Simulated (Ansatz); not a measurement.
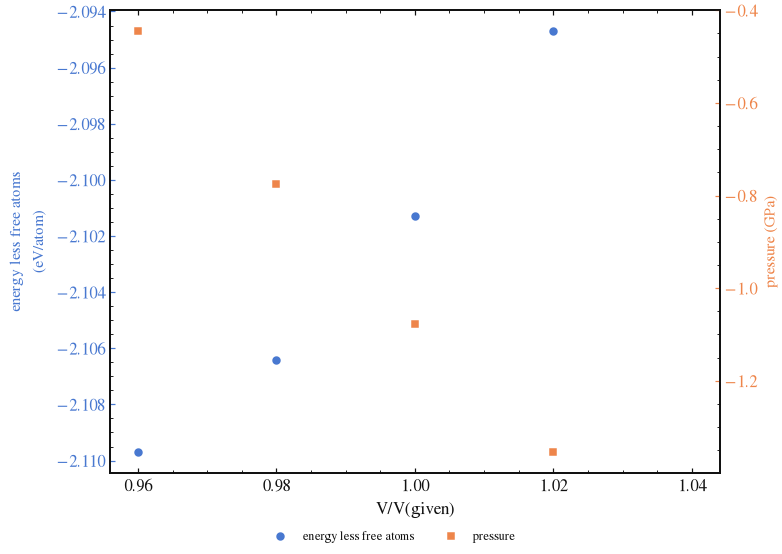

The figure shows the energy less free atoms and pressure against V/V(given) for Ca, space group Cmcm (No. 63).

Cell as given: a = 3.926 Å, b = 3.926 Å, c = 6.509 Å, α = 90.00°, β = 90.00°, γ = 119.72°; 2 atoms.

Calculation (Ansatz 0.2.0): periodic Kohn-Sham DFT of a crystal at fixed atoms, scaled to the stated factor times the given cell; pressure positive in compression, energy less spherical unpolarised free atoms. Level: PBEsol.

- method: all-electron LAPW
- relativity: scalar
- k mesh: 11×11×6
- occupations: Fermi–Dirac
- smearing width: 0.05 eV
- basis error target: 0.5 (meV/atom)
- nucleus: Gaussian

V(given) is 43.57 Å³/atom.

The point at V/V(given) 1.04 is left out of the plot. What does the calculation give there?

```csv
V/V(given),energy less free atoms (eV/atom),pressure (GPa)
1.04,-2.0867,-1.604
```

Note: the volumes run don't bracket the minimum of the energy, so any equilibrium value is extrapolated; shape and atomic fractions are frozen while scaling, which makes layered, chain and framework solids too stiff.
